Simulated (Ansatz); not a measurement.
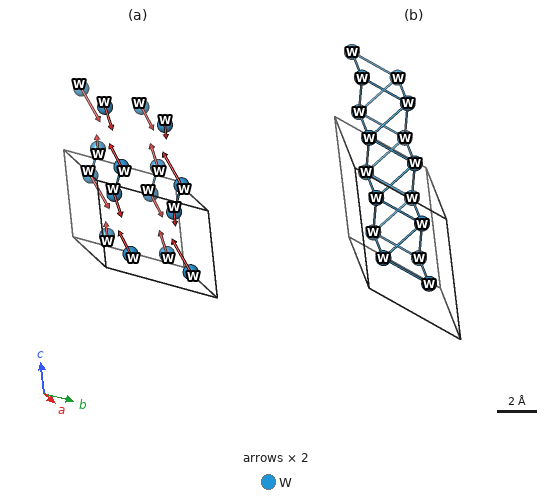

The structure of solid W (built on the O_12 type) (coarse preliminary run) before (left) and after (right) a relaxation, at one scale. The red arrows give the displacements (the part carried along by the change of the cell is left out), magnified 2 times.

The picture is a ball-and-stick view of the cell of the calculation, repeated 1 × 1 × 2 with one cell outlined, seen slightly off an axis.

Case: O type (C2/m, No. 12).

Computed with DFT PBE, scalar-relativistic, plane waves, PAW in Ansatz. (plane-wave cutoff 420 eV; k-point mesh 4 × 4 × 4; occupations gaussian; smearing width 0.1 eV; no spin polarisation; cell and atoms relaxed; force threshold 0.04 eV/Å; at most 70 steps)

Describe what moved and what it gained.

The largest moves relative to the cell, 1.08 Å, are those of W atoms. The drawn cell changes as follows: a = b 6.044 → 5.516 Å (−8.7 %), c 4.596 → 6.370 Å (+38.6 %), α 111.2° → 125.3°, β 111.2° → 125.3°; the volume changes by −9.0 %. Near-neighbour distances that change, for instance: W–W 5.904 → 3.185 Å, W–W 3.155 → 5.282 Å, W–W 5.136 → 3.185 Å, W–W 1.483 → 3.185 Å. New bonds form: W–W (3.59 → 2.76 Å). Bonds break: W–W (1.48 → 3.18 Å), W–W (1.49 → 3.18 Å). Among the angles between lasting bonds that change: W–W–W 84.3° → 70.5°, W–W–W 96.1° → 109.5°. The space group (tolerance 0.01 Å) goes from C2/m (No. 12) to Im-3m (No. 229). After 15 accepted moves (17 points after the start) the energy has fallen by 15123 meV per atom. The largest force component goes from 140 to 0.0021 eV/Å. Pressure: 319.89 GPa at the start and 0.05 GPa at the end. At 2 points the geometry stayed and the basis and grid were re-selected for the new cell (energy shift of 68.1 meV per atom at most each time). The run took roughly 2.2 core-minutes on a shared host.
